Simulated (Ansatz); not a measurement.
## Geometry relaxation, with input and output: AlNi (part 2 of 2)

The same run, continued: AlNi (P6₃/mmc, 4 atoms in the cell); DFT, PBE, PAW with Ansatz's default frozen-core files, scalar-relativistic, no spin polarisation (Ansatz 0.2.0); cutoff 420 eV, 11×11×7 k-mesh, Fermi–Dirac smearing of 0.1 eV. Its volume is 0.64 times that of the source entry. It belongs to a series of runs on one base structure; here: shape and atoms relaxed at 0.64 of the volume.

Geometry of the input (Å; fractional positions):
```
3.1161  0.0000  0.0000
-1.5581  2.6987  0.0000
0.0000  0.0000  4.3303
Ni 0.0000  0.0000  0.0000
Ni 0.0000  0.0000  0.5000
Al 0.3333  0.6667  0.2500
Al 0.6667  0.3333  0.7500
```

Output, continued
```
--- Per-component energies (eV) ---
  E_band       = -484.484633
  E_kinetic    = 646.086507
  E_local      = -8561.675933  (includes V_loc(G=0)·N_el)
  E_nonlocal   = 1295.870471
  E_hartree    = 3745.884149
  E_xc         = -262.942275
  E_vxc        = -294.826333  (∫ρ·V_xc dr)
  E_paw        = -4197.777824  (= ΣΔE_a)
  E_vpaw       = -1061.708796  (= ΣTr[D̂ρ^β])
  E_aug_tail   = 0.001145  (compensation charges beyond the density's cutoff)
  E_ewald      = -5418.611119
  E_smearing   = -0.046940  (= −TS)
  E_closure    = 0.000000  (closes the sum)
  Σ components = -12753.211820   (vs F -12753.211820, Δ=0.00e0)
--- Forces (eV/Å), atoms counted from 1 ---
  atom   1  Ni    -0.00000000     0.00000000    -0.00000000
  atom   2  Ni     0.00000000    -0.00000000     0.00000000
  atom   3  Al     0.00000000    -0.00000000     0.00000000
  atom   4  Al    -0.00000000     0.00000000    -0.00000000
  max |Σ_I F_I| component: 1.39e-17 eV/Å
--- Stress (GPa, compression-positive) ---
       94.557442       0.000000       0.000000
        0.000000      94.557442       0.000000
        0.000000       0.000000      94.562084
  P = ⅓ Tr σ = 94.5590 GPa (945.590 kbar)
--- Band table (eV; the first three rows and the last of 64) ---
  k-point 0: bands = ["-84.6743", "-84.6742", "-45.3582", "-45.3548", "-44.8559", "-44.8559", "-44.8559", "-44.8559", "5.8334", "8.0949", "9.8551", "13.7184", "15.5641", "16.5202", "16.5202", "16.5224", "16.5224", "16.6957", "17.2392", "17.2392", "17.3423", "17.3423", "22.6597", "29.5006", "34.2973", "34.2973"]
  k-point 1: bands = ["-84.6743", "-84.6742", "-45.3580", "-45.3550", "-44.8559", "-44.8559", "-44.8559", "-44.8559", "5.8962", "7.8178", "10.2111", "13.5997", "15.5747", "16.5203", "16.5203", "16.5224", "16.5224", "16.5224", "17.2442", "17.2442", "17.3370", "17.3370", "23.0221", "29.0458", "34.3541", "34.3541"]
  k-point 2: bands = ["-84.6743", "-84.6742", "-45.3575", "-45.3555", "-44.8559", "-44.8559", "-44.8559", "-44.8559", "6.0829", "7.3029", "10.9527", "13.2239", "15.6128", "16.1694", "16.5207", "16.5207", "16.5221", "16.5221", "17.2582", "17.2582", "17.3225", "17.3225", "23.9568", "27.9486", "34.5169", "34.5169"]
  k-point 63: bands = ["-84.6412", "-84.6411", "-45.3240", "-45.3238", "-45.0270", "-45.0269", "-44.9852", "-44.9851", "13.7636", "13.9278", "14.1549", "14.4020", "14.9245", "15.1120", "15.3223", "15.4178", "15.5284", "15.6439", "18.8827", "19.3563", "19.5678", "19.8885", "21.9451", "22.2314", "24.3900", "24.6520"]
--- Relaxed structure (18 steps of the walk, 18 accepted, 3 SCFs on fresh bases) ---
  F+E_penalty+E_count = -12753.21182030 eV   max|allowed force component| = 3.874e-17 eV/Å   (the final SCF, on the basis selected at the relaxed cell)
  cell:  # Å, volume = 36.4151 Å³
    - [2.4406161665707686, 5.9675484949350705e-33, -2.922665343789945e-32]
    - [-1.2203080832853843, 2.113635601137279, 1.6181381918422605e-32]
    - [-4.061418750664018e-32, 2.5161086736173572e-33, 7.059149242788719]
  atoms:
    - { symbol: Ni, position: [-1.0127391836746125e-33, -5.854254964123039e-36, 1.4060355641149105e-35] }
    - { symbol: Ni, position: [-1.0846019312588413e-33, -1.0035865652782435e-35, 0.49999999999999994] }
    - { symbol: Al, position: [0.33333333333333326, 0.6666666666666665, 0.24999999999999997] }
    - { symbol: Al, position: [0.6666666666666666, 0.33333333333333326, 0.75] }
```

File rho_z.tsv
```
# z_ang	rho[e/angstrom^3]
# format = ansatz-planar-average/11
# lattice	2.440616167	0.000000000	-0.000000000
# lattice	-1.220308083	2.113635601	0.000000000
# lattice	-0.000000000	0.000000000	7.059149243
# sites	4
# site	28	-0.000000000	-0.000000000	0.000000000
# site	28	-0.000000000	0.000000000	3.529574621
# site	13	-0.000000000	1.409090401	1.764787311
# site	13	1.220308083	0.704545200	5.294361932
0.000000	4.782385e0
0.147066	4.064443e0
0.294131	2.597667e0
0.441197	1.413171e0
0.588262	7.862606e-1
0.735328	5.188788e-1
0.882394	4.145590e-1
1.029459	3.655693e-1
1.176525	3.286474e-1
1.323590	2.979339e-1
1.470656	2.742155e-1
1.617722	2.602028e-1
1.764787	2.553139e-1
1.911853	2.602028e-1
2.058919	2.742155e-1
2.205984	2.979339e-1
2.353050	3.286474e-1
2.500115	3.655693e-1
2.647181	4.145590e-1
2.794247	5.188788e-1
2.941312	7.862606e-1
3.088378	1.413171e0
3.235443	2.597667e0
3.382509	4.064443e0
3.529575	4.782385e0
3.676640	4.064443e0
3.823706	2.597667e0
3.970771	1.413171e0
4.117837	7.862606e-1
4.264903	5.188788e-1
4.411968	4.145590e-1
4.559034	3.655693e-1
4.706099	3.286474e-1
4.853165	2.979339e-1
5.000231	2.742155e-1
5.147296	2.602028e-1
5.294362	2.553139e-1
5.441428	2.602028e-1
5.588493	2.742155e-1
5.735559	2.979339e-1
5.882624	3.286474e-1
6.029690	3.655693e-1
6.176756	4.145590e-1
6.323821	5.188788e-1
6.470887	7.862606e-1
6.617952	1.413171e0
6.765018	2.597667e0
6.912084	4.064443e0
```

File v_z.tsv
```
# z_ang	v_es[eV]	v_tot[eV]
# format = ansatz-planar-average/11
# xc	pbe
# density_cutoff_ev	1680
# datasets	Ni=:simpson_from_first_knot:soft	Al=:simpson_from_first_knot:soft
# lattice	2.440616167	0.000000000	-0.000000000
# lattice	-1.220308083	2.113635601	0.000000000
# lattice	-0.000000000	0.000000000	7.059149243
# sites	4
# site	28	-0.000000000	-0.000000000	0.000000000
# site	28	-0.000000000	0.000000000	3.529574621
# site	13	-0.000000000	1.409090401	1.764787311
# site	13	1.220308083	0.704545200	5.294361932
0.000000	-3.050266e0	-1.828935e1
0.147066	-2.056583e0	-1.710810e1
0.294131	7.388976e-1	-1.382840e1
0.441197	4.788565e0	-9.085588e0
0.588262	9.116918e0	-4.003615e0
0.735328	1.243927e1	2.971594e-2
0.882394	1.352951e1	1.596290e0
1.029459	1.244494e1	8.163324e-1
1.176525	1.075107e1	-7.525977e-1
1.323590	9.523238e0	-2.317370e0
1.470656	8.909514e0	-3.399615e0
1.617722	8.661866e0	-3.942897e0
1.764787	8.590636e0	-4.120970e0
1.911853	8.661866e0	-3.942897e0
2.058919	8.909514e0	-3.399615e0
2.205984	9.523238e0	-2.317370e0
2.353050	1.075107e1	-7.525977e-1
2.500115	1.244494e1	8.163324e-1
2.647181	1.352951e1	1.596290e0
2.794247	1.243927e1	2.971594e-2
2.941312	9.116918e0	-4.003615e0
3.088378	4.788565e0	-9.085588e0
3.235443	7.388976e-1	-1.382840e1
3.382509	-2.056583e0	-1.710810e1
3.529575	-3.050266e0	-1.828935e1
3.676640	-2.056583e0	-1.710810e1
3.823706	7.388976e-1	-1.382840e1
3.970771	4.788565e0	-9.085588e0
4.117837	9.116918e0	-4.003615e0
4.264903	1.243927e1	2.971594e-2
4.411968	1.352951e1	1.596290e0
4.559034	1.244494e1	8.163324e-1
4.706099	1.075107e1	-7.525977e-1
4.853165	9.523238e0	-2.317370e0
5.000231	8.909514e0	-3.399615e0
5.147296	8.661866e0	-3.942897e0
5.294362	8.590636e0	-4.120970e0
5.441428	8.661866e0	-3.942897e0
5.588493	8.909514e0	-3.399615e0
5.735559	9.523238e0	-2.317370e0
5.882624	1.075107e1	-7.525977e-1
6.029690	1.244494e1	8.163324e-1
6.176756	1.352951e1	1.596290e0
6.323821	1.243927e1	2.971594e-2
6.470887	9.116918e0	-4.003615e0
6.617952	4.788565e0	-9.085588e0
6.765018	7.388976e-1	-1.382840e1
6.912084	-2.056583e0	-1.710810e1
```

Trajectory as extended XYZ (Å, eV, eV/Å), 21 frames, from step=1 to step=21
```
4
Lattice="3.1161 0.0000 0.0000 -1.5581 2.6987 0.0000 0.0000 0.0000 4.3303" Properties=species:S:1:pos:R:3:forces:R:3 step=1 energy=-12749.70412 pressure_GPa=139.85
Ni    0.0000    0.0000    0.0000    0.0000   0.0000   0.0000
Ni    0.0000    0.0000    2.1651    0.0000   0.0000   0.0000
Al    0.0000    1.7991    1.0826    0.0000   0.0000   0.0000
Al    1.5581    0.8996    3.2477    0.0000   0.0000   0.0000
4
Lattice="3.0780 0.0000 0.0000 -1.5390 2.6657 0.0000 0.0000 0.0000 4.4382" Properties=species:S:1:pos:R:3:forces:R:3 step=2 energy=-12749.84446 pressure_GPa=137.27
Ni    0.0000    0.0000    0.0000    0.0000   0.0000   0.0000
Ni    0.0000    0.0000    2.2191    0.0000   0.0000   0.0000
Al    0.0000    1.7771    1.1095    0.0000   0.0000   0.0000
Al    1.5390    0.8886    3.3286    0.0000   0.0000   0.0000
4
Lattice="3.0057 0.0000 0.0000 -1.5029 2.6030 0.0000 0.0000 0.0000 4.6543" Properties=species:S:1:pos:R:3:forces:R:3 step=3 energy=-12749.99742 pressure_GPa=133.01
Ni    0.0000    0.0000    0.0000    0.0000   0.0000   0.0000
Ni    0.0000    0.0000    2.3272    0.0000   0.0000   0.0000
Al    0.0000    1.7353    1.1636    0.0000   0.0000   0.0000
Al    1.5029    0.8677    3.4907    0.0000   0.0000   0.0000
4
Lattice="2.9564 0.0000 0.0000 -1.4782 2.5603 0.0000 0.0000 0.0000 4.8108" Properties=species:S:1:pos:R:3:forces:R:3 step=4 energy=-12750.05797 pressure_GPa=130.41
Ni    0.0000    0.0000    0.0000    0.0000   0.0000   0.0000
Ni    0.0000    0.0000    2.4054    0.0000   0.0000   0.0000
Al    0.0000    1.7069    1.2027    0.0000   0.0000   0.0000
Al    1.4782    0.8534    3.6081    0.0000   0.0000   0.0000
4
Lattice="2.8899 0.0000 0.0000 -1.4449 2.5027 0.0000 0.0000 0.0000 5.0350" Properties=species:S:1:pos:R:3:forces:R:3 step=5 energy=-12750.17251 pressure_GPa=126.45
Ni    0.0000    0.0000    0.0000    0.0000   0.0000   0.0000
Ni    0.0000    0.0000    2.5175    0.0000   0.0000   0.0000
Al    0.0000    1.6685    1.2587    0.0000   0.0000   0.0000
Al    1.4449    0.8342    3.7762    0.0000   0.0000   0.0000
4
Lattice="2.8249 0.0000 0.0000 -1.4124 2.4464 0.0000 0.0000 0.0000 5.2694" Properties=species:S:1:pos:R:3:forces:R:3 step=6 energy=-12750.36191 pressure_GPa=120.80
Ni    0.0000    0.0000    0.0000    0.0000   0.0000   0.0000
Ni    0.0000    0.0000    2.6347    0.0000   0.0000   0.0000
Al    0.0000    1.6309    1.3173    0.0000   0.0000   0.0000
Al    1.4124    0.8155    3.9520    0.0000   0.0000   0.0000
4
Lattice="2.7645 0.0000 0.0000 -1.3822 2.3941 0.0000 0.0000 0.0000 5.5021" Properties=species:S:1:pos:R:3:forces:R:3 step=7 energy=-12750.56728 pressure_GPa=113.40
Ni    0.0000    0.0000    0.0000    0.0000   0.0000   0.0000
Ni    0.0000    0.0000    2.7511    0.0000   0.0000   0.0000
Al    0.0000    1.5961    1.3755    0.0000   0.0000   0.0000
Al    1.3822    0.7980    4.1266    0.0000   0.0000   0.0000
4
Lattice="2.7069 0.0000 0.0000 -1.3534 2.3442 0.0000 0.0000 0.0000 5.7387" Properties=species:S:1:pos:R:3:forces:R:3 step=8 energy=-12750.75661 pressure_GPa=103.11
Ni    0.0000    0.0000    0.0000    0.0000   0.0000   0.0000
Ni    0.0000    0.0000    2.8694    0.0000   0.0000   0.0000
Al    0.0000    1.5628    1.4347    0.0000   0.0000   0.0000
Al    1.3534    0.7814    4.3041    0.0000   0.0000   0.0000
4
Lattice="2.6519 0.0000 0.0000 -1.3260 2.2966 0.0000 0.0000 0.0000 5.9790" Properties=species:S:1:pos:R:3:forces:R:3 step=9 energy=-12750.81800 pressure_GPa=89.76
Ni    0.0000    0.0000    0.0000    0.0000   0.0000   0.0000
Ni    0.0000    0.0000    2.9895    0.0000   0.0000   0.0000
Al    0.0000    1.5311    1.4948    0.0000   0.0000   0.0000
Al    1.3260    0.7655    4.4843    0.0000   0.0000   0.0000
4
Lattice="2.6604 0.0000 0.0000 -1.3302 2.3040 0.0000 0.0000 0.0000 5.9409" Properties=species:S:1:pos:R:3:forces:R:3 step=10 energy=-12750.82085 pressure_GPa=92.10
Ni    0.0000    0.0000    0.0000    0.0000   0.0000   0.0000
Ni    0.0000    0.0000    2.9705    0.0000   0.0000   0.0000
Al    0.0000    1.5360    1.4852    0.0000   0.0000   0.0000
Al    1.3302    0.7680    4.4557    0.0000   0.0000   0.0000
4
Lattice="2.6604 0.0000 0.0000 -1.3302 2.3040 0.0000 0.0000 0.0000 5.9409" Properties=species:S:1:pos:R:3:forces:R:3 step=11 energy=-12751.62203 pressure_GPa=111.72
Ni    0.0000    0.0000    0.0000    0.0000   0.0000   0.0000
Ni    0.0000    0.0000    2.9705    0.0000   0.0000   0.0000
Al    0.0000    1.5360    1.4852    0.0000   0.0000   0.0000
Al    1.3302    0.7680    4.4557    0.0000   0.0000   0.0000
4
Lattice="2.6062 0.0000 0.0000 -1.3031 2.2571 0.0000 0.0000 0.0000 6.1904" Properties=species:S:1:pos:R:3:forces:R:3 step=12 energy=-12752.14242 pressure_GPa=106.66
Ni    0.0000    0.0000    0.0000    0.0000   0.0000   0.0000
Ni    0.0000    0.0000    3.0952    0.0000   0.0000   0.0000
Al    0.0000    1.5047    1.5476    0.0000   0.0000   0.0000
Al    1.3031    0.7524    4.6428    0.0000   0.0000   0.0000
4
Lattice="2.5558 0.0000 0.0000 -1.2779 2.2134 0.0000 0.0000 0.0000 6.4370" Properties=species:S:1:pos:R:3:forces:R:3 step=13 energy=-12752.61637 pressure_GPa=101.89
Ni    0.0000    0.0000    0.0000    0.0000   0.0000   0.0000
Ni    0.0000    0.0000    3.2185    0.0000   0.0000   0.0000
Al    0.0000    1.4756    1.6093    0.0000   0.0000   0.0000
Al    1.2779    0.7378    4.8278    0.0000   0.0000   0.0000
4
Lattice="2.5077 0.0000 0.0000 -1.2538 2.1717 0.0000 0.0000 0.0000 6.6867" Properties=species:S:1:pos:R:3:forces:R:3 step=14 energy=-12752.98266 pressure_GPa=97.49
Ni    0.0000    0.0000    0.0000    0.0000   0.0000   0.0000
Ni    0.0000    0.0000    3.3434    0.0000   0.0000   0.0000
Al    0.0000    1.4478    1.6717    0.0000   0.0000   0.0000
Al    1.2538    0.7239    5.0150    0.0000   0.0000   0.0000
4
Lattice="2.4616 0.0000 0.0000 -1.2308 2.1318 0.0000 0.0000 0.0000 6.9394" Properties=species:S:1:pos:R:3:forces:R:3 step=15 energy=-12753.15291 pressure_GPa=93.86
Ni    0.0000    0.0000    0.0000    0.0000   0.0000   0.0000
Ni    0.0000    0.0000    3.4697    0.0000   0.0000   0.0000
Al    0.0000    1.4212    1.7348    0.0000   0.0000   0.0000
Al    1.2308    0.7106    5.2045    0.0000   0.0000   0.0000
4
Lattice="2.4482 0.0000 0.0000 -1.2241 2.1202 0.0000 0.0000 0.0000 7.0155" Properties=species:S:1:pos:R:3:forces:R:3 step=16 energy=-12753.16162 pressure_GPa=92.91
Ni    0.0000    0.0000    0.0000    0.0000   0.0000   0.0000
Ni    0.0000    0.0000    3.5077    0.0000   0.0000   0.0000
Al    0.0000    1.4135    1.7539    0.0000   0.0000   0.0000
Al    1.2241    0.7067    5.2616    0.0000   0.0000   0.0000
4
Lattice="2.4492 0.0000 0.0000 -1.2246 2.1210 0.0000 0.0000 0.0000 7.0100" Properties=species:S:1:pos:R:3:forces:R:3 step=17 energy=-12753.16168 pressure_GPa=92.98
Ni    0.0000    0.0000    0.0000    0.0000   0.0000   0.0000
Ni    0.0000    0.0000    3.5050    0.0000   0.0000   0.0000
Al    0.0000    1.4140    1.7525    0.0000   0.0000   0.0000
Al    1.2246    0.7070    5.2575    0.0000   0.0000   0.0000
4
Lattice="2.4492 0.0000 0.0000 -1.2246 2.1210 0.0000 0.0000 0.0000 7.0100" Properties=species:S:1:pos:R:3:forces:R:3 step=18 energy=-12753.20799 pressure_GPa=94.87
Ni    0.0000    0.0000    0.0000    0.0000   0.0000   0.0000
Ni    0.0000    0.0000    3.5050    0.0000   0.0000   0.0000
Al    0.0000    1.4140    1.7525    0.0000   0.0000   0.0000
Al    1.2246    0.7070    5.2575    0.0000   0.0000   0.0000
4
Lattice="2.4416 0.0000 0.0000 -1.2208 2.1145 0.0000 0.0000 0.0000 7.0534" Properties=species:S:1:pos:R:3:forces:R:3 step=19 energy=-12753.21171 pressure_GPa=94.59
Ni    0.0000    0.0000    0.0000    0.0000   0.0000   0.0000
Ni    0.0000    0.0000    3.5267    0.0000   0.0000   0.0000
Al    0.0000    1.4097    1.7634    0.0000   0.0000   0.0000
Al    1.2208    0.7048    5.2901    0.0000   0.0000   0.0000
4
Lattice="2.4406 0.0000 0.0000 -1.2203 2.1136 0.0000 0.0000 0.0000 7.0591" Properties=species:S:1:pos:R:3:forces:R:3 step=20 energy=-12753.21175 pressure_GPa=94.56
Ni    0.0000    0.0000    0.0000    0.0000   0.0000   0.0000
Ni    0.0000    0.0000    3.5296    0.0000   0.0000   0.0000
Al    0.0000    1.4091    1.7648    0.0000   0.0000   0.0000
Al    1.2203    0.7045    5.2944    0.0000   0.0000   0.0000
4
Lattice="2.4406 0.0000 0.0000 -1.2203 2.1136 0.0000 0.0000 0.0000 7.0591" Properties=species:S:1:pos:R:3:forces:R:3 step=21 energy=-12753.21182 pressure_GPa=94.56
Ni    0.0000    0.0000    0.0000    0.0000   0.0000   0.0000
Ni    0.0000    0.0000    3.5296    0.0000   0.0000   0.0000
Al    0.0000    1.4091    1.7648    0.0000   0.0000   0.0000
Al    1.2203    0.7045    5.2944    0.0000   0.0000   0.0000
```

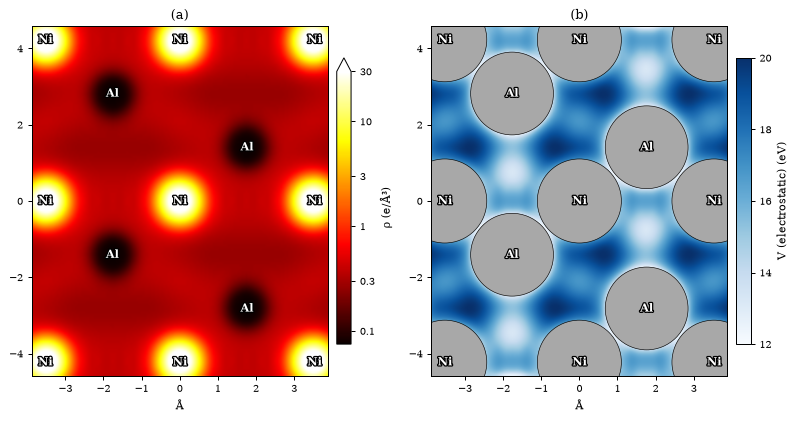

Figure 1. (a) valence electron density; (b) electrostatic potential (local pseudopotential plus Hartree) felt by an electron on the (110) plane of the conventional cell. Grey discs, where drawn, cover atomic cores. Atoms in the plane: Ni and Al. Al–Ni (2.26 Å): ρ is about 0.46 e/Å³ halfway. Away from the nuclei the density in this plane falls to 0.27 e/Å³ at its lowest. Outside the cores the potential energy rises away from the atoms and is highest about 1.5 Å from the nearest atoms; outside the discs it spans about 8 eV, and its zero is arbitrary. In a PAW calculation such maps are meaningful between the atoms, not at the nuclei.

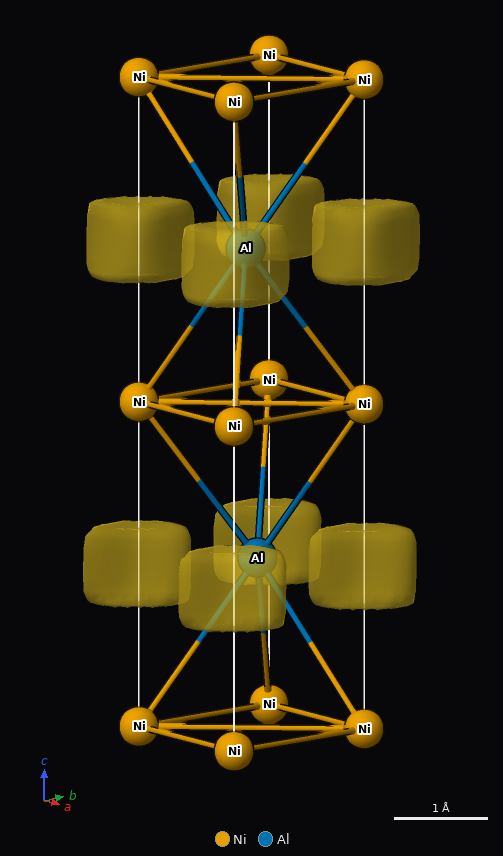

Figure 2. Isosurface of the electron localisation function at 0.6 (yellow), seen at an oblique angle. Only the valence region is drawn (cores and ρ < 0.01 e/Å³ removed). Sticks mark near contacts. The outline is the cell set on symmetry axes. Values along the shortest contacts: Al–Ni (2.26 Å): the ELF is about 0.40 at the midpoint, as expected for metallic bonding. Ni–Ni (2.44 Å): the ELF is about 0.25 at the midpoint; no shared electron pair.

Key numbers

| quantity | value |
| --- | --- |
| outcome | converged |
| space group (tolerance 0.01 Å) | P6₃/mmc (194) |
| electrons treated | 42 |
| free energy | −12753.2118 eV |
| Fermi energy | 19.195 eV |
| pressure | 94.56 GPa |
| final volume | 36.42 Å³ |
| largest force (length of the vector) at the end | under 0.001 eV/Å |
| final cell | a = 2.441 Å, b = 2.441 Å, c = 7.059 Å, α = 90.00°, β = 90.00°, γ = 120.00° |
| wall time | 1.9 min |
| peak memory | 0.39 GiB |

The run has no spin polarisation, so a magnetic state may lie lower. The cell is under a pressure of 95 GPa at this level, so it is not at its equilibrium volume.
